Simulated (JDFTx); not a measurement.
# Geometry relaxation of CuAu (part 3 of 4)

The same run, continued: CuAu (P4/mmm, 2 atoms in the cell); Kohn-Sham DFT of a periodic cell, PBE, PseudoDojo-SR-PBE-0.5-stringent, no spin polarisation (JDFTx 1.7.0 (patched build)); cutoff 1414.99 eV, 4×4×4 k-mesh, fermi-dirac of 0.05 eV. The structure derives from an entry of the Crystallography Open Database.

Geometry of the input (Å; fractional positions):
```
2.8107  0.0000  0.0000
0.0000  2.8107  0.0000
0.0000  0.0000  3.6850
Au 0.0000  0.0000  0.0000
Cu 0.5000  0.5000  0.5000
```

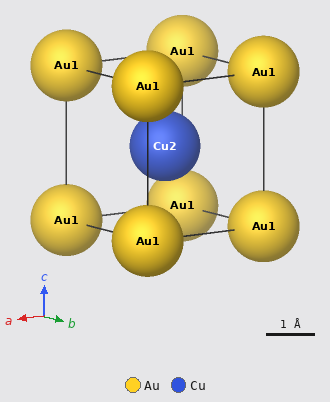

**Figure 1.** The geometry at step 7 of the log (spheres-only view of the cell of the calculation, seen at an oblique angle; atoms are numbered from 1 in the order of the input).

The program's output, continued:
```
-------- Electronic minimization -----------
Will mix electronic density at each iteration.
	FillingsUpdate:  mu: +0.676311017  nElectrons: 38.000000
	FillingsUpdate:  mu: +0.682523317  nElectrons: 38.000000
SCF: Cycle:  0   F: -326.431314416508087   dF: -2.927e-04   |Residual|: 4.882e-03   |deigs|: 1.731e-04
	FillingsUpdate:  mu: +0.681646833  nElectrons: 38.000000
SCF: Cycle:  1   F: -326.431320788018297   dF: -6.372e-06   |Residual|: 3.575e-03   |deigs|: 1.223e-03
	FillingsUpdate:  mu: +0.681959649  nElectrons: 38.000000
[... 5 further cycles ...]
SCF: Cycle:  7   F: -326.431338458663390   dF: -5.551e-10   |Residual|: 3.393e-06   |deigs|: 1.058e-06
	FillingsUpdate:  mu: +0.681920651  nElectrons: 38.000000
SCF: Cycle:  8   F: -326.431338458801406   dF: -1.380e-10   |Residual|: 2.079e-06   |deigs|: 3.758e-07
SCF: Converged (|Delta E|<1.000000e-09 for 2 iters).

Setting wave functions to eigenvectors of Hamiltonian
# Lattice vectors:
R =
[      5.72356            0            0  ]
[            0      5.72356            0  ]
[            0            0      6.08863  ]
unit cell volume = 199.458

# Strain tensor in Cartesian coordinates:
[    0.0775699            0            0  ]
[            0    0.0775699            0  ]
[            0            0    -0.125655  ]

# Stress tensor in Cartesian coordinates [Eh/a0^3]:
[  3.68564e-06            0            0  ]
[            0  3.68564e-06            0  ]
[            0            0  7.75356e-05  ]

# Ionic positions in lattice coordinates:
ion Au   0.000000000000000   0.000000000000000   0.000000000000000 1
ion Cu   0.500000000000000   0.500000000000000   0.500000000000000 1

# Forces in Cartesian coordinates:
force Au   0.000000000000000  -0.000000000000000   0.000000000000000 1
force Cu   0.000000000000000   0.000000000000000   0.000000000000000 1

# Energy components:
   Eewald =     -224.8425883702882402
       EH =       88.7653355279935710
     Eloc =     -256.2567084190489481
      Enl =      -33.8521302805955884
      Exc =      -50.1862313996412226
 Exc_core =       15.0682173251525651
       KE =      134.8729066969904125
-------------------------------------
     Etot =     -326.4311989194374632
       TS =        0.0001395393639426
-------------------------------------
        F =     -326.4313384588014060

LatticeMinimize: Iter:   9  F: -326.431338458801406  |grad|_K:  2.666e-03  alpha:  1.000e+00  linmin: -8.801e-01

#--- Lowdin population analysis ---
# oxidation-state Au +0.143
# oxidation-state Cu +0.266

-------- Electronic minimization -----------
Will mix electronic density at each iteration.
	FillingsUpdate:  mu: +0.681920651  nElectrons: 38.000000
	FillingsUpdate:  mu: +0.716235500  nElectrons: 38.000000
SCF: Cycle:  0   F: -326.430906098282151   dF: -1.875e-03   |Residual|: 1.770e-02   |deigs|: 1.509e-03
	FillingsUpdate:  mu: +0.713416927  nElectrons: 38.000000
SCF: Cycle:  1   F: -326.430996194468946   dF: -9.010e-05   |Residual|: 1.247e-02   |deigs|: 4.447e-03
	FillingsUpdate:  mu: +0.714299864  nElectrons: 38.000000
[... 9 further cycles ...]
SCF: Cycle: 11   F: -326.431211800147992   dF: -2.093e-10   |Residual|: 1.184e-05   |deigs|: 3.902e-06
	FillingsUpdate:  mu: +0.714186524  nElectrons: 38.000000
SCF: Cycle: 12   F: -326.431211800239168   dF: -9.118e-11   |Residual|: 5.477e-06   |deigs|: 2.264e-06
SCF: Converged (|Delta E|<1.000000e-09 for 2 iters).

Setting wave functions to eigenvectors of Hamiltonian
LatticeMinimize: 	Wolfe criterion not satisfied: alpha: 1  (E-E0)/|gdotd0|: 0.204217  gdotd/gdotd0: -1.4017 (taking cubic step)

-------- Electronic minimization -----------
Will mix electronic density at each iteration.
	FillingsUpdate:  mu: +0.714186524  nElectrons: 38.000000
	FillingsUpdate:  mu: +0.695041952  nElectrons: 38.000000
SCF: Cycle:  0   F: -326.431381146625768   dF: -7.186e-04   |Residual|: 9.536e-03   |deigs|: 5.802e-04
	FillingsUpdate:  mu: +0.696689016  nElectrons: 38.000000
SCF: Cycle:  1   F: -326.431406682157046   dF: -2.554e-05   |Residual|: 6.752e-03   |deigs|: 2.411e-03
	FillingsUpdate:  mu: +0.696106725  nElectrons: 38.000000
[... 6 further cycles ...]
SCF: Cycle:  8   F: -326.431471751074923   dF: -4.810e-10   |Residual|: 5.334e-06   |deigs|: 5.463e-06
	FillingsUpdate:  mu: +0.696166789  nElectrons: 38.000000
SCF: Cycle:  9   F: -326.431471751242384   dF: -1.675e-10   |Residual|: 5.344e-06   |deigs|: 2.347e-06
SCF: Converged (|Delta E|<1.000000e-09 for 2 iters).

Setting wave functions to eigenvectors of Hamiltonian
# Lattice vectors:
R =
[      5.73882            0            0  ]
[            0      5.73882            0  ]
[            0            0      5.97999  ]
unit cell volume = 196.945

# Strain tensor in Cartesian coordinates:
[     0.080442            0            0  ]
[            0     0.080442            0  ]
[            0            0    -0.141256  ]

# Stress tensor in Cartesian coordinates [Eh/a0^3]:
[ -4.04518e-05            0            0  ]
[            0 -4.04518e-05            0  ]
[            0            0 -1.57123e-05  ]

# Ionic positions in lattice coordinates:
ion Au   0.000000000000000   0.000000000000000   0.000000000000000 1
ion Cu   0.500000000000000   0.500000000000000   0.500000000000000 1

# Forces in Cartesian coordinates:
force Au   0.000000000000000   0.000000000000000   0.000000000000000 1
force Cu  -0.000000000000000  -0.000000000000000   0.000000000000000 1

# Energy components:
   Eewald =     -225.8004334884597029
       EH =       88.1887466520172865
     Eloc =     -254.7289699049703984
      Enl =      -33.8462826748920378
      Exc =      -50.1939632632985706
 Exc_core =       15.0682177233802204
       KE =      134.8813518720632771
-------------------------------------
     Etot =     -326.4313330841599736
       TS =        0.0001386670824279
-------------------------------------
        F =     -326.4314717512423840

LatticeMinimize: Iter:  10  F: -326.431471751242384  |grad|_K:  2.010e-03  alpha:  4.143e-01  linmin:  4.625e-02

#--- Lowdin population analysis ---
# oxidation-state Au +0.145
# oxidation-state Cu +0.266

-------- Electronic minimization -----------
Will mix electronic density at each iteration.
	FillingsUpdate:  mu: +0.696166789  nElectrons: 38.000000
	FillingsUpdate:  mu: +0.689510668  nElectrons: 38.000000
SCF: Cycle:  0   F: -326.431480232996876   dF: -3.593e-05   |Residual|: 3.772e-03   |deigs|: 2.351e-05
	FillingsUpdate:  mu: +0.690183697  nElectrons: 38.000000
SCF: Cycle:  1   F: -326.431484751909579   dF: -4.519e-06   |Residual|: 2.510e-03   |deigs|: 9.554e-04
	FillingsUpdate:  mu: +0.689968636  nElectrons: 38.000000
[... 5 further cycles ...]
SCF: Cycle:  7   F: -326.431494013670999   dF: -2.355e-10   |Residual|: 2.503e-06   |deigs|: 6.901e-07
	FillingsUpdate:  mu: +0.689992479  nElectrons: 38.000000
SCF: Cycle:  8   F: -326.431494013753309   dF: -8.231e-11   |Residual|: 1.089e-06   |deigs|: 4.869e-07
SCF: Converged (|Delta E|<1.000000e-09 for 2 iters).

Setting wave functions to eigenvectors of Hamiltonian
# Lattice vectors:
R =
[      5.76305            0            0  ]
[            0      5.76305            0  ]
[            0            0      5.97182  ]
unit cell volume = 198.341

# Strain tensor in Cartesian coordinates:
[    0.0850045            0            0  ]
[            0    0.0850045            0  ]
[            0            0    -0.142428  ]

# Stress tensor in Cartesian coordinates [Eh/a0^3]:
[  1.35863e-05            0            0  ]
[            0  1.35863e-05            0  ]
[            0            0  1.39557e-05  ]

# Ionic positions in lattice coordinates:
ion Au   0.000000000000000   0.000000000000000   0.000000000000000 1
ion Cu   0.500000000000000   0.500000000000000   0.500000000000000 1

# Forces in Cartesian coordinates:
force Au   0.000000000000000  -0.000000000000000   0.000000000000000 1
force Cu  -0.000000000000000   0.000000000000000   0.000000000000000 1

# Energy components:
   Eewald =     -225.2707926994352761
       EH =       88.5032304212630407
     Eloc =     -255.5682530390420197
      Enl =      -33.8487906077019574
      Exc =      -50.1892826882067382
 Exc_core =       15.0682178382371674
       KE =      134.8743208237781914
-------------------------------------
     Etot =     -326.4313499511076202
       TS =        0.0001440626457070
-------------------------------------
        F =     -326.4314940137533085

LatticeMinimize: Iter:  11  F: -326.431494013753309  |grad|_K:  8.102e-04  alpha:  1.000e+00  linmin:  6.578e-01

#--- Lowdin population analysis ---
# oxidation-state Au +0.144
# oxidation-state Cu +0.267

-------- Electronic minimization -----------
Will mix electronic density at each iteration.
	FillingsUpdate:  mu: +0.689992479  nElectrons: 38.000000
	FillingsUpdate:  mu: +0.692057253  nElectrons: 38.000000
SCF: Cycle:  0   F: -326.431495926158163   dF: -1.180e-06   |Residual|: 1.029e-03   |deigs|: 7.400e-07
	FillingsUpdate:  mu: +0.691870791  nElectrons: 38.000000
SCF: Cycle:  1   F: -326.431496411787577   dF: -4.856e-07   |Residual|: 6.224e-04   |deigs|: 2.686e-04
	FillingsUpdate:  mu: +0.691924636  nElectrons: 38.000000
[... 2 further cycles ...]
SCF: Cycle:  4   F: -326.431497038841087   dF: -4.716e-10   |Residual|: 4.337e-06   |deigs|: 1.302e-06
	FillingsUpdate:  mu: +0.691916955  nElectrons: 38.000000
SCF: Cycle:  5   F: -326.431497038948748   dF: -1.077e-10   |Residual|: 1.352e-06   |deigs|: 1.140e-07
SCF: Converged (|Delta E|<1.000000e-09 for 2 iters).

Setting wave functions to eigenvectors of Hamiltonian
# Lattice vectors:
R =
[      5.75902            0            0  ]
[            0      5.75902            0  ]
[            0            0      5.96811  ]
unit cell volume = 197.94

# Strain tensor in Cartesian coordinates:
[     0.084246            0            0  ]
[            0     0.084246            0  ]
[            0            0    -0.142961  ]

# Stress tensor in Cartesian coordinates [Eh/a0^3]:
[  6.17149e-07            0            0  ]
[            0  6.17149e-07            0  ]
[            0            0  3.25896e-06  ]

# Ionic positions in lattice coordinates:
ion Au   0.000000000000000   0.000000000000000   0.000000000000000 1
ion Cu   0.500000000000000   0.500000000000000   0.500000000000000 1

# Forces in Cartesian coordinates:
force Au   0.000000000000000  -0.000000000000000   0.000000000000000 1
force Cu   0.000000000000000   0.000000000000000   0.000000000000000 1

# Energy components:
   Eewald =     -225.4225357140599328
       EH =       88.4127210365148954
     Eloc =     -255.3272875875289003
      Enl =      -33.8480155349534115
      Exc =      -50.1905879123423233
 Exc_core =       15.0682178471477854
       KE =      134.8761347058512285
-------------------------------------
     Etot =     -326.4313531593705875
       TS =        0.0001438795781660
-------------------------------------
        F =     -326.4314970389487485

LatticeMinimize: Iter:  12  F: -326.431497038948748  |grad|_K:  1.149e-04  alpha:  1.000e+00  linmin: -7.332e-01

#--- Lowdin population analysis ---
# oxidation-state Au +0.144
# oxidation-state Cu +0.267

-------- Electronic minimization -----------
Will mix electronic density at each iteration.
	FillingsUpdate:  mu: +0.691916955  nElectrons: 38.000000
	FillingsUpdate:  mu: +0.692146421  nElectrons: 38.000000
SCF: Cycle:  0   F: -326.431497183242186   dF: -1.812e-07   |Residual|: 9.590e-05   |deigs|: 1.061e-07
	FillingsUpdate:  mu: +0.692130867  nElectrons: 38.000000
SCF: Cycle:  1   F: -326.431497192715369   dF: -9.473e-09   |Residual|: 5.449e-05   |deigs|: 2.369e-05
	FillingsUpdate:  mu: +0.692135107  nElectrons: 38.000000
SCF: Cycle:  2   F: -326.431497197836336   dF: -5.121e-09   |Residual|: 2.041e-05   |deigs|: 1.004e-05
	FillingsUpdate:  mu: +0.692133144  nElectrons: 38.000000
SCF: Cycle:  3   F: -326.431497198171598   dF: -3.353e-10   |Residual|: 5.455e-06   |deigs|: 2.963e-06
	FillingsUpdate:  mu: +0.692133934  nElectrons: 38.000000
SCF: Cycle:  4   F: -326.431497198207751   dF: -3.615e-11   |Residual|: 2.090e-06   |deigs|: 9.929e-07
SCF: Converged (|Delta E|<1.000000e-09 for 2 iters).

Setting wave functions to eigenvectors of Hamiltonian
# Lattice vectors:
R =
[      5.75952            0            0  ]
[            0      5.75952            0  ]
[            0            0      5.96602  ]
unit cell volume = 197.905

# Strain tensor in Cartesian coordinates:
[     0.084339            0            0  ]
[            0     0.084339            0  ]
[            0            0    -0.143261  ]

# Stress tensor in Cartesian coordinates [Eh/a0^3]:
[  1.70615e-07            0            0  ]
[            0  1.70615e-07            0  ]
[            0            0  1.63873e-06  ]

# Ionic positions in lattice coordinates:
ion Au   0.000000000000000   0.000000000000000   0.000000000000000 1
ion Cu   0.500000000000000   0.500000000000000   0.500000000000000 1

# Forces in Cartesian coordinates:
force Au   0.000000000000000  -0.000000000000000   0.000000000000000 1
force Cu   0.000000000000000   0.000000000000000   0.000000000000000 1

# Energy components:
   Eewald =     -225.4360720408642464
       EH =       88.4045517052677354
     Eloc =     -255.3056639340152856
      Enl =      -33.8479244295781996
      Exc =      -50.1906941499885306
 Exc_core =       15.0682178568499818
       KE =      134.8762321500763335
-------------------------------------
     Etot =     -326.4313528422521813
       TS =        0.0001443559555485
-------------------------------------
        F =     -326.4314971982077509

LatticeMinimize: Iter:  13  F: -326.431497198207751  |grad|_K:  5.639e-05  alpha:  1.000e+00  linmin: -8.873e-01

#--- Lowdin population analysis ---
# oxidation-state Au +0.144
# oxidation-state Cu +0.267

-------- Electronic minimization -----------
Will mix electronic density at each iteration.
	FillingsUpdate:  mu: +0.692133934  nElectrons: 38.000000
	FillingsUpdate:  mu: +0.692389764  nElectrons: 38.000000
SCF: Cycle:  0   F: -326.431497244870513   dF: -1.784e-07   |Residual|: 1.066e-04   |deigs|: 1.106e-07
	FillingsUpdate:  mu: +0.692372083  nElectrons: 38.000000
SCF: Cycle:  1   F: -326.431497255262627   dF: -1.039e-08   |Residual|: 6.163e-05   |deigs|: 2.699e-05
	FillingsUpdate:  mu: +0.692376911  nElectrons: 38.000000
SCF: Cycle:  2   F: -326.431497261807408   dF: -6.545e-09   |Residual|: 2.049e-05   |deigs|: 1.138e-05
	FillingsUpdate:  mu: +0.692374906  nElectrons: 38.000000
SCF: Cycle:  3   F: -326.431497262150515   dF: -3.431e-10   |Residual|: 5.613e-06   |deigs|: 2.997e-06
	FillingsUpdate:  mu: +0.692375680  nElectrons: 38.000000
SCF: Cycle:  4   F: -326.431497262181608   dF: -3.109e-11   |Residual|: 2.118e-06   |deigs|: 9.752e-07
SCF: Converged (|Delta E|<1.000000e-09 for 2 iters).

Setting wave functions to eigenvectors of Hamiltonian
# Lattice vectors:
R =
[      5.75994            0            0  ]
[            0      5.75994            0  ]
[            0            0      5.96392  ]
unit cell volume = 197.864

# Strain tensor in Cartesian coordinates:
[    0.0844184            0            0  ]
[            0    0.0844184            0  ]
[            0            0    -0.143563  ]

# Stress tensor in Cartesian coordinates [Eh/a0^3]:
[ -4.07974e-07            0            0  ]
[            0 -4.07974e-07            0  ]
[            0            0 -3.38989e-08  ]

# Ionic positions in lattice coordinates:
ion Au   0.000000000000000   0.000000000000000   0.000000000000000 1
ion Cu   0.500000000000000   0.500000000000000   0.500000000000000 1

# Forces in Cartesian coordinates:
force Au   0.000000000000000   0.000000000000000   0.000000000000000 1
force Cu   0.000000000000000   0.000000000000000   0.000000000000000 1

# Energy components:
   Eewald =     -225.4516467264026858
       EH =       88.3951856366526130
     Eloc =     -255.2808329036823807
      Enl =      -33.8478278439068205
      Exc =      -50.1908207687302692
 Exc_core =       15.0682178660076165
       KE =      134.8763723117156417
-------------------------------------
     Etot =     -326.4313524283462584
       TS =        0.0001448338353521
-------------------------------------
        F =     -326.4314972621816082

LatticeMinimize: Iter:  14  F: -326.431497262181608  |grad|_K:  1.967e-05  alpha:  1.000e+00  linmin: -2.251e-01
LatticeMinimize: Converged (|Delta F|<1.000000e-06 for 2 iters).

#--- Lowdin population analysis ---
# oxidation-state Au +0.144
# oxidation-state Cu +0.267

Dumping 'run.eigStats' ...
	eMin: -3.439839 at state 0 ( [ +0.000000 +0.000000 +0.000000 ] spin 0 )
	HOMO: +0.675506 at state 15 ( [ +0.500000 +0.500000 +0.000000 ] spin 0 )
	mu  : +0.692376
	LUMO: +0.694533 at state 11 ( [ +0.250000 +0.250000 +0.500000 ] spin 0 )
	eMax: +1.396169 at state 0 ( [ +0.000000 +0.000000 +0.000000 ] spin 0 )
	HOMO-LUMO gap: +0.019027
	Optical gap  : +0.076957 at state 11 ( [ +0.250000 +0.250000 +0.500000 ] spin 0 )
Done!
```

Trajectory as extended XYZ (Å, eV, eV/Å), 15 frames, from step=0 to step=14:
```
2
Lattice="2.8108 0.0000 0.0000 0.0000 2.8108 0.0000 0.0000 0.0000 3.6850" Properties=species:S:1:pos:R:3:forces:R:3 step=0 energy=-8882.53912
Au    0.0000    0.0000    0.0000    0.0000   0.0000   0.0000
Cu    1.4054    1.4054    1.8425    0.0000   0.0000   0.0000
2
Lattice="2.8209 0.0000 0.0000 0.0000 2.8209 0.0000 0.0000 0.0000 3.6888" Properties=species:S:1:pos:R:3:forces:R:3 step=1 energy=-8882.54636
Au    0.0000    0.0000    0.0000    0.0000   0.0000   0.0000
Cu    1.4105    1.4105    1.8444    0.0000   0.0000   0.0000
2
Lattice="2.8473 0.0000 0.0000 0.0000 2.8473 0.0000 0.0000 0.0000 3.6916" Properties=species:S:1:pos:R:3:forces:R:3 step=2 energy=-8882.55630
Au    0.0000    0.0000    0.0000    0.0000   0.0000   0.0000
Cu    1.4236    1.4236    1.8458    0.0000   0.0000   0.0000
2
Lattice="2.8554 0.0000 0.0000 0.0000 2.8554 0.0000 0.0000 0.0000 3.6735" Properties=species:S:1:pos:R:3:forces:R:3 step=3 energy=-8882.55938
Au    0.0000    0.0000    0.0000    0.0000   0.0000   0.0000
Cu    1.4277    1.4277    1.8367    0.0000   0.0000   0.0000
2
Lattice="2.8814 0.0000 0.0000 0.0000 2.8814 0.0000 0.0000 0.0000 3.5969" Properties=species:S:1:pos:R:3:forces:R:3 step=4 energy=-8882.56617
Au    0.0000    0.0000    0.0000    0.0000   0.0000   0.0000
Cu    1.4407    1.4407    1.7984    0.0000   0.0000   0.0000
2
Lattice="2.9728 0.0000 0.0000 0.0000 2.9728 0.0000 0.0000 0.0000 3.5090" Properties=species:S:1:pos:R:3:forces:R:3 step=5 energy=-8882.58151
Au    0.0000    0.0000    0.0000    0.0000   0.0000   0.0000
Cu    1.4864    1.4864    1.7545    0.0000   0.0000   0.0000
2
Lattice="2.9833 0.0000 0.0000 0.0000 2.9833 0.0000 0.0000 0.0000 3.4316" Properties=species:S:1:pos:R:3:forces:R:3 step=6 energy=-8882.60884
Au    0.0000    0.0000    0.0000    0.0000   0.0000   0.0000
Cu    1.4917    1.4917    1.7158    0.0000   0.0000   0.0000
2
Lattice="2.9847 0.0000 0.0000 0.0000 2.9847 0.0000 0.0000 0.0000 3.3141" Properties=species:S:1:pos:R:3:forces:R:3 step=7 energy=-8882.63171
Au    0.0000    0.0000    0.0000    0.0000   0.0000   0.0000
Cu    1.4924    1.4924    1.6570    0.0000   0.0000   0.0000
2
Lattice="3.0157 0.0000 0.0000 0.0000 3.0157 0.0000 0.0000 0.0000 3.2658" Properties=species:S:1:pos:R:3:forces:R:3 step=8 energy=-8882.64236
Au    0.0000    0.0000    0.0000    0.0000   0.0000   0.0000
Cu    1.5079    1.5079    1.6329    0.0000   0.0000   0.0000
2
Lattice="3.0288 0.0000 0.0000 0.0000 3.0288 0.0000 0.0000 0.0000 3.2220" Properties=species:S:1:pos:R:3:forces:R:3 step=9 energy=-8882.64923
Au    0.0000    0.0000    0.0000    0.0000   0.0000   0.0000
Cu    1.5144    1.5144    1.6110    0.0000   0.0000   0.0000
2
Lattice="3.0369 0.0000 0.0000 0.0000 3.0369 0.0000 0.0000 0.0000 3.1645" Properties=species:S:1:pos:R:3:forces:R:3 step=10 energy=-8882.65286
Au    0.0000    0.0000    0.0000    0.0000   0.0000   0.0000
Cu    1.5184    1.5184    1.5822    0.0000   0.0000   0.0000
2
Lattice="3.0497 0.0000 0.0000 0.0000 3.0497 0.0000 0.0000 0.0000 3.1602" Properties=species:S:1:pos:R:3:forces:R:3 step=11 energy=-8882.65347
Au    0.0000    0.0000    0.0000    0.0000   0.0000   0.0000
Cu    1.5248    1.5248    1.5801    0.0000   0.0000   0.0000
2
Lattice="3.0475 0.0000 0.0000 0.0000 3.0475 0.0000 0.0000 0.0000 3.1582" Properties=species:S:1:pos:R:3:forces:R:3 step=12 energy=-8882.65355
Au    0.0000    0.0000    0.0000    0.0000   0.0000   0.0000
Cu    1.5238    1.5238    1.5791    0.0000   0.0000   0.0000
2
Lattice="3.0478 0.0000 0.0000 0.0000 3.0478 0.0000 0.0000 0.0000 3.1571" Properties=species:S:1:pos:R:3:forces:R:3 step=13 energy=-8882.65355
Au    0.0000    0.0000    0.0000    0.0000   0.0000   0.0000
Cu    1.5239    1.5239    1.5785    0.0000   0.0000   0.0000
2
Lattice="3.0480 0.0000 0.0000 0.0000 3.0480 0.0000 0.0000 0.0000 3.1560" Properties=species:S:1:pos:R:3:forces:R:3 step=14 energy=-8882.65355
Au    0.0000    0.0000    0.0000    0.0000   0.0000   0.0000
Cu    1.5240    1.5240    1.5780    0.0000   0.0000   0.0000
```
